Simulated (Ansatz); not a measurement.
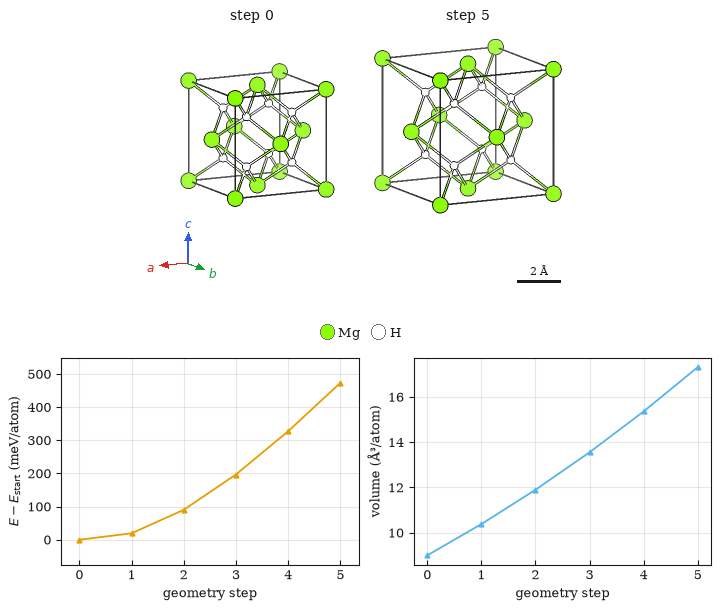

First and last geometry of a relaxation of a crystal of MgH₂ (set up in Fm-3m) (coarse preliminary run), with the history of the run. A ball-and-stick model of the conventional cell (4 times the calculation's cell), seen from a free direction. Lengths and directions refer to the drawn axes.

Case: input drawn at random.

All numbers below come from DFT RPBE, scalar-relativistic, plane waves, PAW (Ansatz).

The input:
```yaml
crystal:
  lattice:
    - [0.0, 2.3810671667, 2.3810671667]
    - [2.3810671667, 0.0, 2.3810671667]
    - [2.3810671667, 2.3810671667, 0.0]
  atoms:
    - { symbol: Mg, position: [0.0, 0.0, 0.0] }
    - { symbol: H, position: [0.75, 0.75, 0.75] }
    - { symbol: H, position: [0.25, 0.25, 0.25] }
basis:
  ecutwfc: "43 Ry"
kpoints:
  mp_grid: { grid: [4, 4, 4] }
hamiltonian:
  xc: rpbe
scf:
  occupations: { method: gaussian, width: 0.1 }
  max_iter: 80
  convergence: { dr2_threshold: "1e-9 eV" }
output:
  forces: true
  stress: true
  eigenvalues: true
relax:
  adjacent_minimum: "off"
  cell: { p_target: -80 }
  max_steps: 6
```

Run as
```bash
ansatz run input.yaml --threads 1 --pin off --max-ram 1331MiB --backend cpu --events-out ev --progress --plain --runs-dir out
```

**What do the curves and the structures tell?**

The relaxation stopped without meeting its thresholds, so the last structure isn't shown to be converged. It used up its limit of 6 steps. The atoms keep their places relative to the cell (all moves are under 0.005 Å). Cell: a = b = c 4.762 → 5.923 Å (+24.4 %). Volume +92.4 %. Among the contacts that change: Mg1–H2 2.062 → 2.565 Å. The space group stays Fm-3m (No. 225). Over 5 geometry steps the energy rises by 473 meV per atom. With the target pressure of -80 GPa, the enthalpy E + pV changes by −3679 meV per atom. All forces vanish by symmetry, so only the cell relaxes. Pressure: 1.62 GPa at the start and −11.93 GPa at the end. The run took roughly 7 core-seconds on a shared host.

```tsv
step	E − E(0), meV/atom	pressure, GPa	volume, Å³/atom
0	0.00	1.62	9.000
1	19.35	-5.34	10.381
2	90.30	-9.19	11.897
3	196.82	-11.13	13.554
4	327.32	-11.89	15.358
5	473.37	-11.93	17.315
```
